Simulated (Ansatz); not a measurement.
Single-point calculation of BN

The run: single-point calculation of BN (P6₃/mmc, 4 atoms in the cell). Method and program: DFT PBE, scalar-relativistic, plane waves, PAW, no spin polarisation (Ansatz 0.2.0).

The structure derives from a Materials Project entry. It belongs to a series of runs on one base structure; here: strain along c alone, the other axes held, atoms relaxed: -6.0 %. Figures and captions count atoms from 1; the log counts them from 0 in places.

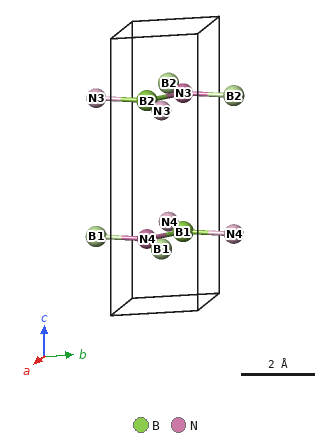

Fig. 1: The structure as given in the input (ball-and-stick view of the cell of the calculation, seen slightly off an axis; neighbours outside the cell are drawn fainter; atoms are numbered from 1 in the order of the input). An atom can appear more than once, as a periodic image.

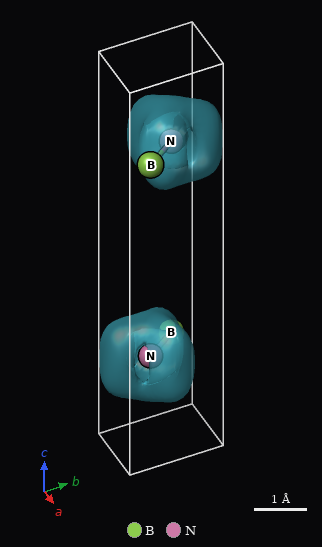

Fig. 2: Isosurface of the electron localisation function at 0.75 (cyan), seen slightly off an axis. Only the valence region is drawn (cores and ρ < 0.01 e/Å³ removed). Sticks mark near contacts. The outline is the cell set on symmetry axes. Profiles from the grid: B–N (1.45 Å): the ELF peaks at about 0.95 between the atoms (a shared but strongly polarised pair). Core electrons are frozen (PAW), so the fields are smoothed inside the atomic spheres.

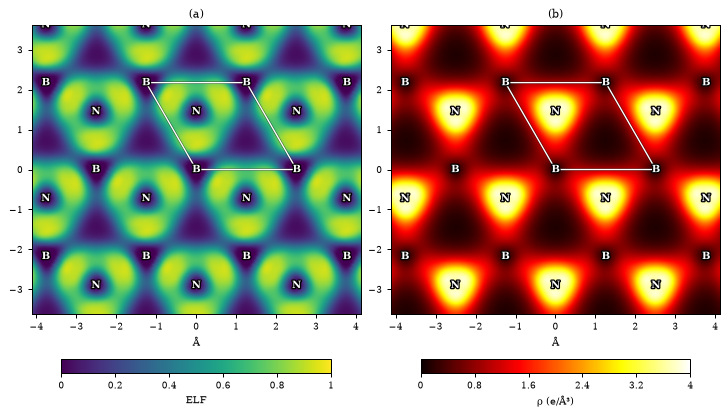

Fig. 3: (a) electron localisation function; (b) valence pseudo-density on the (001) plane of the conventional cell. Atoms in the plane: B and N. B–N (1.45 Å): ρ is about 1.8 e/Å³ halfway; the ELF peaks at about 0.95 between the atoms (a shared but strongly polarised pair). Away from the nuclei the density in this plane falls to 0.14 e/Å³ at its lowest.

These pictures come from the run below.

### Input file
```yaml
crystal:
  lattice:
    - [2.5121811355, 0.0, 0.0]
    - [-1.2560905678, 2.1756126823, 0.0]
    - [0.0, 0.0, 7.8425737833]
  atoms:
    - { symbol: B, position: [0.3333333333, 0.6666666667, 0.25] }
    - { symbol: B, position: [0.6666666667, 0.3333333333, 0.75] }
    - { symbol: "N", position: [0.3333333333, 0.6666666667, 0.75] }
    - { symbol: "N", position: [0.6666666667, 0.3333333333, 0.25] }
basis:
  ecutwfc: 420
kpoints:
  mp_grid: { grid: [12, 12, 4] }
hamiltonian:
  xc: pbe
scf:
  occupations: { method: gaussian, width: 0.02 }
output:
  forces: true
  stress: true
  eigenvalues: true
  write_density: true
  write_potential: true
  elf: true
  volumetric_format: npy
```

Launch command:
```bash
ansatz run input.yaml --threads 1 --pin off --max-ram 2560MiB --backend cpu --events-out ev --progress --plain --runs-dir out
```

### Output
```
Engine: ansatz 0.2.0, x86_64-unknown-linux-gnu
Pseudopotentials: kind: paw
Pseudopotential: B, paw, valence charge 3, recommended cutoff 420 eV (normal), B.paw.azcp
Pseudopotential: N, paw, valence charge 5, recommended cutoff 420 eV (normal), N.paw.azcp
Functional definition: PBE
  parameter kappa = 0.804
  parameter beta = 0.06672455060314922
  exchange = pbe_x(kappa = kappa, mu = beta*pi^2/3)
  correlation = pbe_c(beta = beta)
Crystal: 4 atoms, lattice volume = 42.864 Å³
Basis set: ecut = 420 eV, 813 PW (Γ), exchange–correlation on 36×36×108 points (8 copies of the dense FFT grid, shifted against one another)
Bands: 12, of which v1, the nominal top of the filled ones, is band 8 counted from 1 (7 counted from 0)
Symmetry: 24 space group operations
Space group: P63/mmc (ITA 194), of the structure as read, at distance tolerance 3.5e-5 Å
k-points: 57 of 576
Non-local potential: B, projectors of the file, l = 0: 2, l = 1: 2, l = 2: 1
Non-local potential: N, projectors of the file, l = 0: 2, l = 1: 2, l = 2: 1
PAW form: soft (Blöchl's): semilocal exchange-correlation on the pseudo side does not see the compensation charge
PAW one-centre angular grid: B, 110 points (default); XC on 64 Gauss nodes
PAW one-centre angular grid: N, 110 points (default); XC on 64 Gauss nodes
Initial density: superposition of atomic densities (neutral atoms: chi_scale 0, normalization atom), corrected by the library's trained network
Initial wavefunctions: pseudopotential atomic-orbital guess
Functional: x = pbe(κ = 0.804, μ = 0.2195149727645171), c = pbe(β = 0.06672455060314922)
SCF iter   1: F=—  HF=-1084.856859 eV  |F-HF|=—  |Δ(HF+E_count)|=         —  Δρ=3.21e-3  dr2=1.46e-3  ethr=1.77e-3  ⟨swp⟩=6.5  Hψ=4295  notcnv=0
preconditioner: auto → none  [insulator: Δε(μ)=4.481 eV  Ē_g=15.448 eV  σ=0.020 eV  W_gap=1.00  n_scr=4 (ndim 8)  ℏωp=22.7 eV  f_vac=0.180  D(μ)=0.00/eV (n_scr^D=0)  ε∞_Penn≈3.2]
SCF iter   2: F=—  HF=-1084.858221 eV  |F-HF|=—  |Δ(HF+E_count)|=   1.36e-3  Δρ=1.39e-3  dr2=2.40e-4  ethr=9.14e-6  ⟨swp⟩=2.5  Hψ=1771  notcnv=0
SCF iter   3: F=—  HF=-1084.858608 eV  |F-HF|=—  |Δ(HF+E_count)|=   3.86e-4  Δρ=6.78e-4  dr2=4.25e-5  ethr=1.50e-6  ⟨swp⟩=2.0  Hψ=1180  notcnv=0
SCF iter   4: F=—  HF=-1084.858746 eV  |F-HF|=—  |Δ(HF+E_count)|=   1.38e-4  Δρ=5.29e-5  dr2=4.77e-7  ethr=2.66e-7  ⟨swp⟩=2.0  Hψ=1309  notcnv=0
iter 5 did not close the SCF: its close was put off for the readings that it lacked (scf_convergence_deferred on its scf_iter line)
SCF iter   5: F=-1084.858748 eV  HF=-1084.858748 eV  |F-HF|=1.85e-8  |Δ(HF+E_count)|=   2.18e-6  Δρ=9.28e-6  dr2=3.00e-8  ethr=2.98e-9  ⟨swp⟩=2.1  Hψ=1099  notcnv=0
SCF iter   6: F=-1084.858748 eV  HF=-1084.858748 eV  |F-HF|=9.46e-11  |Δ(HF+E_count)|=   3.18e-8  Δρ=1.36e-6  dr2=5.19e-10  ethr=1.88e-10  ⟨swp⟩=5.7  Hψ=3937  notcnv=0
SCF 1 converged in 6 iterations: F = -1084.858748 eV  dr2 = 5.19e-10
  greatest PAW one-centre occupation: 0.796 electrons in one spin orbital (limit 2), on the N atom at site 3 (counted from 0), in its partial waves of l = 0
SCF converged after 6 iterations
Free energy (F): -1084.858748 eV
Harris-Foulkes:  -1084.858748 eV  (|F-HF|=9.46e-11)
Internal energy: -1084.858748 eV  (E = F + TS)
E sigma→0 (E₀):  -1084.858748 eV
Fermi energy:    5.343643 eV
--- Per-component energies (eV) ---
  E_band       = -64.299116
  E_kinetic    = 365.549185
  E_local      = -877.258837  (includes V_loc(G=0)·N_el)
  E_nonlocal   = 115.417072
  E_hartree    = 302.900069
  E_xc         = -184.029933
  E_vxc        = -228.258619  (∫ρ·V_xc dr)
  E_paw        = -413.514101  (= ΣΔE_a)
  E_vpaw       = -45.548827  (= ΣTr[D̂ρ^β])
  E_aug_tail   = 0.000199  (compensation charges beyond the density's cutoff)
  E_ewald      = -393.922402
  E_smearing   = -0.000000  (= −TS)
  E_closure    = 0.000000  (closes the sum)
  Σ components = -1084.858748   (vs F -1084.858748, Δ=0.00e0)
--- Forces (eV/Å), atoms counted from 1 ---
  atom   1  B     -0.00000000    -0.00000000     0.00000000
  atom   2  B      0.00000000     0.00000000     0.00000000
  atom   3  N     -0.00000000    -0.00000000     0.00000000
  atom   4  N      0.00000000     0.00000000     0.00000000
  max |Σ_I F_I| component: 2.13e-16 eV/Å
--- Stress (GPa, compression-positive) ---
       -0.005516      -0.000000       0.000000
       -0.000000      -0.005516       0.000000
        0.000000       0.000000       0.269763
  P = ⅓ Tr σ = 0.0862 GPa (0.862 kbar)
--- Band table (eV; the first three rows and the last of 57) ---
  k-point 0: bands = ["-14.5527", "-14.4797", "-2.5271", "-1.6506", "1.7419", "1.7419", "1.7485", "1.7485", "7.6387", "11.4811", "13.8338", "14.6171"]
  k-point 1: bands = ["-14.5422", "-14.4906", "-2.4132", "-1.7961", "1.7427", "1.7427", "1.7466", "1.7466", "8.0588", "10.5966", "14.4095", "14.6208"]
  k-point 2: bands = ["-14.5166", "-14.5166", "-2.1203", "-2.1203", "1.7443", "1.7443", "1.7443", "1.7443", "9.1699", "9.1699", "14.6307", "14.6307"]
  k-point 56: bands = ["-10.8886", "-10.8886", "-4.7631", "-4.7631", "-4.0596", "-4.0596", "3.0887", "3.0887", "7.7417", "7.7417", "15.1969", "15.1969"]
```

### Summary

```json
{"quantity": "outcome", "value": "converged"}
{"quantity": "space group (tolerance 0.01 Å)", "value": "P6₃/mmc (194)"}
{"quantity": "electrons treated", "value": "16"}
{"quantity": "free energy", "value": "−1084.8587 eV"}
{"quantity": "Fermi energy", "value": "5.344 eV"}
{"quantity": "gap on the k-point mesh", "value": "4.51 eV"}
{"quantity": "pressure", "value": "0.09 GPa"}
{"quantity": "largest force (length of the vector)", "value": "under 0.001 eV/Å"}
{"quantity": "hardware", "value": "1 thread of Intel Xeon @ 2.50GHz (Skylake/Cascade Lake), 189 GiB of memory available, shared host"}
{"quantity": "wall time", "value": "5 s"}
{"quantity": "peak memory", "value": "0.33 GiB"}
```
